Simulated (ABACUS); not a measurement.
**Band-structure run, with input and output: CsI**

System: CsI (Pm-3m, 2 atoms in the cell).
Method: Kohn-Sham DFT of a periodic cell, TASK, SG15 ONCV 1.2 PBE, no spin polarisation (ABACUS 3.10.1).

The structure derives from an entry of the Crystallography Open Database. It belongs to a series of runs on one base structure; here: bands on the converged density.

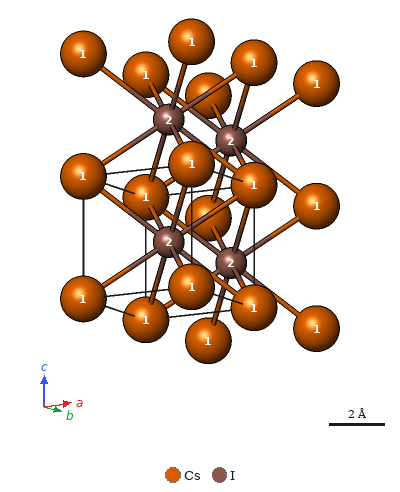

**Figure 1.** The input geometry (ball-and-stick view of the cell of the calculation, repeated 1 × 2 × 2, seen at an oblique angle; atoms are numbered from 1 in the order of the input).

Results in brief:

```csv
quantity,value
outcome,converged
space group (tolerance 0.01 Å),Pm-3m (221)
electrons treated,26
Fermi energy of the self-consistent step,9.845 eV
gap on the band path,7.23 eV
hardware,"4 threads of Intel Xeon (Granite Rapids), 16 GiB of memory available, shared host"
wall time,49 s (CPU time 3.3 min)
peak memory,0.72 GiB
```

The input:
```
INPUT_PARAMETERS
suffix              CsI
calculation         nscf
basis_type          pw
pseudo_dir          ./
symmetry            -1
dft_functional      MGGA_X_TASK+LDA_C_PW
ecutwfc             82.0
pseudo_rcut         10
nspin               1
nbands              23
ks_solver           dav
smearing_method     fd
smearing_sigma      0.00367493
scf_thr             1e-08
scf_nmax            100
mixing_type         broyden
mixing_beta         0.7
mixing_tau          1
init_chg            file
pw_diag_thr         1e-07
out_band            1
kpar                4
```

File STRU:
```
ATOMIC_SPECIES
Cs 132.9055 Cs_ONCV_PBE-1.2.upf
I 126.9045 I_ONCV_PBE-1.2.upf

LATTICE_CONSTANT
1.8897261246

LATTICE_VECTORS
4.5667000000 0.0000000000 0.0000000000
0.0000000000 4.5667000000 0.0000000000
0.0000000000 0.0000000000 4.5667000000

ATOMIC_POSITIONS
Cartesian

Cs
0.0
1
0.0000000000 0.0000000000 0.0000000000 1 1 1

I
0.0
1
2.2833500000 2.2833500000 2.2833500000 1 1 1
```

File KPT:
```
K_POINTS
8
Line
0.00000000 0.00000000 0.00000000 10 // G
0.00000000 0.50000000 0.00000000 10 // X
0.50000000 0.50000000 0.00000000 10 // M
0.00000000 0.00000000 0.00000000 10 // G
0.50000000 0.50000000 0.50000000 10 // R
0.00000000 0.50000000 0.00000000 1 // X
0.50000000 0.50000000 0.00000000 10 // M
0.50000000 0.50000000 0.50000000 1 // R
```

Launched with:
```bash
OMP_NUM_THREADS=1 mpirun -np 4 abacus > log
```

Log:
```
ABACUS v3.10.1

               Atomic-orbital Based Ab-initio Computation at UStc

 ------------------------------------------------------------------------------------

 READING GENERAL INFORMATION
                           global_out_dir = OUT.CsI/
                           global_in_card = INPUT
                               pseudo_dir = ./
                              orbital_dir =
                                    DSIZE = 4
                                    GSIZE = 1

 READING UNITCELL INFORMATION
                                    ntype = 2
                  lattice constant (Bohr) = 1.88973
              lattice constant (Angstrom) = 1

 READING ATOM TYPE 1
                               atom label = Cs
                      L=0, number of zeta = 1
                      L=1, number of zeta = 1
                      L=2, number of zeta = 1
             number of atom for this type = 1

 READING ATOM TYPE 2
                               atom label = I
                      L=0, number of zeta = 1
                      L=1, number of zeta = 1
                      L=2, number of zeta = 1
             number of atom for this type = 1

                        TOTAL ATOM NUMBER = 2
CARTESIAN COORDINATES ( UNIT =       1.889726124600 Bohr ).
    atom                   x                   y                   z     mag                  vx                  vy                  vz
tauc_Cs1            0.0000000000        0.0000000000        0.0000000000  0.0000        0.0000000000        0.0000000000        0.0000000000
tauc_I1            2.2833500000        2.2833500000        2.2833500000  0.0000        0.0000000000        0.0000000000        0.0000000000

                          Volume (Bohr^3) = 642.694
                             Volume (A^3) = 95.2373

 Lattice vectors: (Cartesian coordinate: in unit of a_0)
              +4.5667                  +0                  +0
                   +0             +4.5667                  +0
                   +0                  +0             +4.5667
 Reciprocal vectors: (Cartesian coordinate: in unit of 2 pi/a_0)
            +0.218977                  -0                  +0
                   -0           +0.218977                  -0
                   +0                  -0           +0.218977
 The esolver type has been set to : ksdft_pw

                PAO radial cut off (Bohr) = 10

 Read in pseudopotential file is Cs_ONCV_PBE-1.2.upf
                     pseudopotential type = NC
          exchange-correlation functional = PBE
                 nonlocal core correction = 0
                        valence electrons = 9
                                     lmax = 2
                           number of zeta = 0
                     number of projectors = 6
                           L of projector = 0
                           L of projector = 0
                           L of projector = 1
                           L of projector = 1
                           L of projector = 2
                           L of projector = 2
 XC functional updated to : MGGA_X_TASK+LDA_C_PW
          exchange-correlation functional = MGGA_X_TASK+LDA_C_PW
                PAO radial cut off (Bohr) = 10

 Read in pseudopotential file is I_ONCV_PBE-1.2.upf
                     pseudopotential type = NC
          exchange-correlation functional = PBE
                 nonlocal core correction = 0
                        valence electrons = 17
                                     lmax = 2
                           number of zeta = 0
                     number of projectors = 6
                           L of projector = 0
                           L of projector = 0
                           L of projector = 1
                           L of projector = 1
                           L of projector = 2
                           L of projector = 2
 XC functional updated to : MGGA_X_TASK+LDA_C_PW
          exchange-correlation functional = MGGA_X_TASK+LDA_C_PW
     initial pseudo atomic orbital number = 0

 SETUP THE ELECTRONS NUMBER
            electron number of element Cs = 9
      total electron number of element Cs = 9
             electron number of element I = 17
       total electron number of element I = 17
            AUTOSET number of electrons:  = 26
                           occupied bands = 13
                                   NBANDS = 23
                                   NLOCAL = 18

%%%%%%%%%%%%%%%%%%%%%%%%%%%%%%%%%%%%%%%%%%%%%%%%%%%%%%%%%%%%%%%%%%%%%%%%%%%%%%%%%%%%%%%%%%%%%%%%%%%%%%%%%%
 Warning: the number of valence electrons in pseudopotential > 1 for Cs: [Xe] 6s1
 Warning: the number of valence electrons in pseudopotential > 7 for I: [Kr] 4d10 5s2 5p5
 Pseudopotentials with additional electrons can yield (more) accurate outcomes, but may be less efficient.
 If you're confident that your chosen pseudopotential is appropriate, you can safely ignore this warning.
%%%%%%%%%%%%%%%%%%%%%%%%%%%%%%%%%%%%%%%%%%%%%%%%%%%%%%%%%%%%%%%%%%%%%%%%%%%%%%%%%%%%%%%%%%%%%%%%%%%%%%%%%%

 SETUP THE PLANE WAVE BASIS
 energy cutoff for charge/potential (unit:Ry) = 328
            fft grid for charge/potential = [ 50, 50, 50 ]
                        fft grid division = [ 1, 1, 1 ]
        big fft grid for charge/potential = [ 50, 50, 50 ]
                                     nbxx = 125000
                                     nrxx = 125000

 SETUP PLANE WAVES FOR CHARGE/POTENTIAL
                    number of plane waves = 64373
                         number of sticks = 1941

 PARALLEL PW FOR CHARGE/POTENTIAL
     PROC   COLUMNS(POT)             PW
        1           1941          64373
 --------------- sum -------------------
        1           1941          64373
                            number of |g| = 518
                                  max |g| = 29.6335
                                  min |g| = 0

----------- Double Check Mixing Parameters Begin ------------
mixing_type: broyden
mixing_beta: 0.7
mixing_gg0: 1
mixing_gg0_min: 0.1
mixing_ndim: 8
----------- Double Check Mixing Parameters End ------------

 SETUP K-POINTS
                                    nspin = 1
                                   nkstot = 62
K-POINTS DIRECT COORDINATES
 KPOINTS    DIRECT_X    DIRECT_Y    DIRECT_Z  WEIGHT
       1  0.00000000  0.00000000  0.00000000  1.0000
       2  0.00000000  0.05000000  0.00000000  1.0000
       3  0.00000000  0.10000000  0.00000000  1.0000
       4  0.00000000  0.15000000  0.00000000  1.0000
       5  0.00000000  0.20000000  0.00000000  1.0000
       6  0.00000000  0.25000000  0.00000000  1.0000
       7  0.00000000  0.30000000  0.00000000  1.0000
       8  0.00000000  0.35000000  0.00000000  1.0000
       9  0.00000000  0.40000000  0.00000000  1.0000
      10  0.00000000  0.45000000  0.00000000  1.0000
      11  0.00000000  0.50000000  0.00000000  1.0000
      12  0.05000000  0.50000000  0.00000000  1.0000
      13  0.10000000  0.50000000  0.00000000  1.0000
      14  0.15000000  0.50000000  0.00000000  1.0000
      15  0.20000000  0.50000000  0.00000000  1.0000
      16  0.25000000  0.50000000  0.00000000  1.0000
      17  0.30000000  0.50000000  0.00000000  1.0000
      18  0.35000000  0.50000000  0.00000000  1.0000
      19  0.40000000  0.50000000  0.00000000  1.0000
      20  0.45000000  0.50000000  0.00000000  1.0000
      21  0.50000000  0.50000000  0.00000000  1.0000
      22  0.45000000  0.45000000  0.00000000  1.0000
      23  0.40000000  0.40000000  0.00000000  1.0000
      24  0.35000000  0.35000000  0.00000000  1.0000
      25  0.30000000  0.30000000  0.00000000  1.0000
      26  0.25000000  0.25000000  0.00000000  1.0000
      27  0.20000000  0.20000000  0.00000000  1.0000
      28  0.15000000  0.15000000  0.00000000  1.0000
      29  0.10000000  0.10000000  0.00000000  1.0000
      30  0.05000000  0.05000000  0.00000000  1.0000
[... 32 further k points ...]

           k-point number in this process = 16
       minimum distributed K point number = 15

[... K-POINTS CARTESIAN COORDINATES: 16 rows ...]

[... K-POINTS DIRECT COORDINATES: 16 rows ...]

 SETUP PLANE WAVES FOR WAVE FUNCTIONS
     energy cutoff for wavefunc (unit:Ry) = 82
              fft grid for wave functions = [ 50, 50, 50 ]
                    number of plane waves = 9093
                         number of sticks = 517

 PARALLEL PW FOR WAVE FUNCTIONS
     PROC   COLUMNS(POT)             PW
        1            517           9093
 --------------- sum -------------------
        1            517           9093

 SETUP NONLOCAL PSEUDOPOTENTIALS IN PLANE WAVE BASIS
 Cs non-local projectors:
 projector 1 L=0
 projector 2 L=0
 projector 3 L=1
 projector 4 L=1
 projector 5 L=2
 projector 6 L=2
 I non-local projectors:
 projector 1 L=0
 projector 2 L=0
 projector 3 L=1
 projector 4 L=1
 projector 5 L=2
 projector 6 L=2
      TOTAL NUMBER OF NONLOCAL PROJECTORS = 36

 Init Non-Local PseudoPotential table :
 Init Non-Local-Pseudopotential done.

                                     npwx = 8137

 -------------------------------------------
 NONSELF-CONSISTENT
 -------------------------------------------
                                 init_chg = file
 try to read charge from file
 Read in the charge density: OUT.CsI//CsI-CHARGE-DENSITY.restart
 try to read kinetic energy density from file
 Read in the kinetic energy density: OUT.CsI//CsI-TAU-DENSITY.restart

 PW ALGORITHM --------------- ION=   1  ELEC=   1--------------------------------

 k(1/62) Iter steps (avg)=33 threshold=1e-07

 k(2/62) Iter steps (avg)=35 threshold=1e-07
 k(3/62) Iter steps (avg)=27 threshold=1e-07
 k(4/62) Iter steps (avg)=26 threshold=1e-07
 k(5/62) Iter steps (avg)=23 threshold=1e-07
 k(6/62) Iter steps (avg)=24 threshold=1e-07
 k(7/62) Iter steps (avg)=21 threshold=1e-07
 k(8/62) Iter steps (avg)=21 threshold=1e-07
 k(9/62) Iter steps (avg)=20 threshold=1e-07
 k(10/62) Iter steps (avg)=20 threshold=1e-07
 k(11/62) Iter steps (avg)=20 threshold=1e-07
 k(12/62) Iter steps (avg)=20 threshold=1e-07
 k(13/62) Iter steps (avg)=20 threshold=1e-07
 k(14/62) Iter steps (avg)=22 threshold=1e-07
 k(15/62) Iter steps (avg)=22 threshold=1e-07
 k(16/62) Iter steps (avg)=22 threshold=1e-07
[... levels at 16 k points of this process ...]

 Density error is 0.00000000000
                          Error Threshold = 1.00000000000e-07
----------------------------------------------------------
     Energy           Rydberg                 eV
----------------------------------------------------------
 E_KohnSham     -235.5203024200      -3204.4181075953
 E_KS(sigma->0) -235.5203024200      -3204.4181075953
 E_Harris       -235.5203024200      -3204.4181075953
 E_band         -26.8300506601       -365.0415666066
 E_one_elec     -129.6248075244      -1763.6359844855
 E_Hartree      66.8872758672        910.0480754921
 E_xc           -22.6992660200       -308.8393582904
 E_Ewald        -150.0835047428      -2041.9908403115
 E_entropy(-TS) 0.0000000000         0.0000000000
 E_descf        0.0000000000         0.0000000000
 E_exx          0.0000000000         0.0000000000
 E_Fermi        0.7346371585         9.9952513179
----------------------------------------------------------

 charge density convergence is achieved
 final etot is -3204.4181076 eV
 EFERMI = 9.9952513179 eV

 STATE ENERGY(eV) AND OCCUPATIONS    NSPIN == 1
 1/16 kpoint (Cartesian) = 0.0000 0.0000 0.0000 (8121 pws)
       1       -32.3621      0.0322581
       2       -32.3621      0.0322581
       3       -32.3621      0.0322581
       4       -32.3565      0.0322581
       5       -32.3565      0.0322581
       6       -17.8006      0.0322581
       7       -7.50516      0.0322581
       8       -2.98182      0.0322581
       9       -2.98182      0.0322581
      10       -2.98182      0.0322581
      11        5.07949      0.0322581
      12        5.07949      0.0322581
      13        5.07949      0.0322581
      14        12.3671    8.07251e-23
      15        12.3671    8.07251e-23
      16        13.6014    1.53494e-33
      17        15.9038    1.54047e-53
      18        15.9038    1.54046e-53
      19        15.9038    1.54046e-53
      20        19.4571    2.10923e-84
      21        19.4571    2.10923e-84
      22        23.7317        0.00000
      23        23.7317        0.00000

 2/16 kpoint (Cartesian) = 0.0000 0.010949 0.0000 (8137 pws)
       1       -32.3621      0.0322581
       2       -32.3621      0.0322581
       3       -32.3621      0.0322581
       4       -32.3565      0.0322581
       5       -32.3564      0.0322581
       6       -17.7999      0.0322581
       7       -7.50535      0.0322581
       8       -2.98506      0.0322581
       9       -2.98032      0.0322581
      10       -2.98032      0.0322581
      11        5.04391      0.0322581
      12        5.07636      0.0322581
      13        5.07636      0.0322581
      14        12.3805    6.18038e-23
      15        12.4190    2.85649e-23
      16        13.6589    4.85648e-34
      17        15.9013    1.61998e-53
      18        15.9013    1.61998e-53
      19        15.9124    1.29708e-53
      20        19.3568    1.56676e-83
      21        19.4931    1.02628e-84
      22        23.3748        0.00000
      23        23.3748        0.00000

 3/16 kpoint (Cartesian) = 0.0000 0.021898 0.0000 (8133 pws)
       1       -32.3621      0.0322581
       2       -32.3621      0.0322581
       3       -32.3621      0.0322581
       4       -32.3565      0.0322581
       5       -32.3563      0.0322581
       6       -17.7976      0.0322581
       7       -7.50593      0.0322581
       8       -2.99427      0.0322581
       9       -2.97594      0.0322581
      10       -2.97594      0.0322581
      11        4.94280      0.0322581
      12        5.06724      0.0322581
      13        5.06724      0.0322581
      14        12.4200    2.80443e-23
      15        12.5713    1.35850e-24
      16        13.8261    1.71628e-35
      17        15.8952    1.82936e-53
      18        15.8952    1.82935e-53
      19        15.9377    7.82548e-54
      20        19.0898    3.27186e-81
      21        19.5994    1.22482e-85
      22        22.7402        0.00000
      23        22.7402        0.00000

 4/16 kpoint (Cartesian) = 0.0000 0.032846 0.0000 (8085 pws)
       1       -32.3621      0.0322581
       2       -32.3621      0.0322581
       3       -32.3621      0.0322581
       4       -32.3564      0.0322581
       5       -32.3562      0.0322581
       6       -17.7940      0.0322581
       7       -7.50695      0.0322581
       8       -3.00813      0.0322581
       9       -2.96910      0.0322581
      10       -2.96910      0.0322581
      11        4.79120      0.0322581
      12        5.05297      0.0322581
      13        5.05297      0.0322581
      14        12.4840    7.79380e-24
      15        12.8144    1.05225e-26
      16        14.0877    9.16983e-38
      17        15.8894    2.05523e-53
      18        15.8894    2.05523e-53
      19        15.9779    3.49668e-54
      20        18.7238    4.93473e-78
      21        19.7683    4.17902e-87
      22        22.1068        0.00000
      23        22.1068        0.00000

 5/16 kpoint (Cartesian) = 0.0000 0.043795 0.0000 (8101 pws)
       1       -32.3622      0.0322581
       2       -32.3622      0.0322581
       3       -32.3621      0.0322581
       4       -32.3564      0.0322581
       5       -32.3560      0.0322581
       6       -17.7895      0.0322581
       7       -7.50841      0.0322581
       8       -3.02476      0.0322581
       9       -2.96045      0.0322581
      10       -2.96045      0.0322581
      11        4.60912      0.0322581
      12        5.03488      0.0322581
      13        5.03488      0.0322581
      14        12.5694    1.41200e-24
      15        13.1331    1.79291e-29
      16        14.4226    1.13093e-40
      17        15.8884    2.09429e-53
      18        15.8884    2.09428e-53
      19        16.0304    1.22568e-54
      20        18.3178    1.65888e-74
      21        19.9769    6.44608e-89
      22        21.5181        0.00000
      23        21.5181        0.00000

 6/16 kpoint (Cartesian) = 0.0000 0.054744 0.0000 (8069 pws)
       1       -32.3622      0.0322581
       2       -32.3622      0.0322581
       3       -32.3621      0.0322581
       4       -32.3564      0.0322581
       5       -32.3558      0.0322581
       6       -17.7845      0.0322581
       7       -7.51025      0.0322581
       8       -3.04207      0.0322581
       9       -2.95082      0.0322581
      10       -2.95082      0.0322581
      11        4.41729      0.0322581
      12        5.01468      0.0322581
      13        5.01468      0.0322581
      14        12.6714    1.83586e-25
      15        13.5067    1.02070e-32
      16        14.8090    4.97864e-44
      17        15.8961    1.79671e-53
      18        15.8961    1.79671e-53
      19        16.0909    3.65461e-55
      20        17.9122    5.53403e-71
      21        20.1602        0.00000
      22        20.9892        0.00000
      23        20.9892        0.00000

[... levels at 10 further k points ...]

 --------------------------------------------
 !FINAL_ETOT_IS -3204.418107595294 eV
 --------------------------------------------

 Output bands in file: OUT.CsI/BANDS_1.dat
```

Standard output:
```
ABACUS v3.10.1

               Atomic-orbital Based Ab-initio Computation at UStc

 dft_functional readin is: MGGA_X_TASK+LDA_C_PW
 dft_functional in pseudopot file is: PBE
 Please make sure this is what you need
 dft_functional readin is: MGGA_X_TASK+LDA_C_PW
 dft_functional in pseudopot file is: PBE
 Please make sure this is what you need

%%%%%%%%%%%%%%%%%%%%%%%%%%%%%%%%%%%%%%%%%%%%%%%%%%%%%%%%%%%%%%%%%%%%%%%%%%%%%%%%%%%%%%%%%%%%%%%%%%%%%%%%%
 Warning: the number of valence electrons in pseudopotential > 1 for Cs: [Xe] 6s1
 Warning: the number of valence electrons in pseudopotential > 7 for I: [Kr] 4d10 5s2 5p5
 Pseudopotentials with additional electrons can yield (more) accurate outcomes, but may be less efficient.
 If you're confident that your chosen pseudopotential is appropriate, you can safely ignore this warning.
%%%%%%%%%%%%%%%%%%%%%%%%%%%%%%%%%%%%%%%%%%%%%%%%%%%%%%%%%%%%%%%%%%%%%%%%%%%%%%%%%%%%%%%%%%%%%%%%%%%%%%%%%

 UNIFORM GRID DIM        : 50 * 50 * 50
 UNIFORM GRID DIM(BIG)   : 50 * 50 * 50
func,idMGGA_X_TASK 707
func,idLDA_C_PW 12
 ---------------------------------------------------------
 ---------------------------------------------------------
 SPIN    KPOINTS         PROCESSORS  THREADS
 1       62              4           4
 ---------------------------------------------------------
 Use plane wave basis
 ---------------------------------------------------------
 ELEMENT NATOM       XC
 Cs      1
 I       1
 ---------------------------------------------------------
 Initial plane wave basis and FFT box
 ---------------------------------------------------------
 -------------------------------------------
 NONSELF-CONSISTENT :
 -------------------------------------------
 START CHARGE      : file
 ITER       ETOT/eV          EDIFF/eV         DRHO         DKIN     TIME/s
 DA1     -3.20441811e+03   0.00000000e+00   0.0000e+00   0.0000e+00  48.79
```
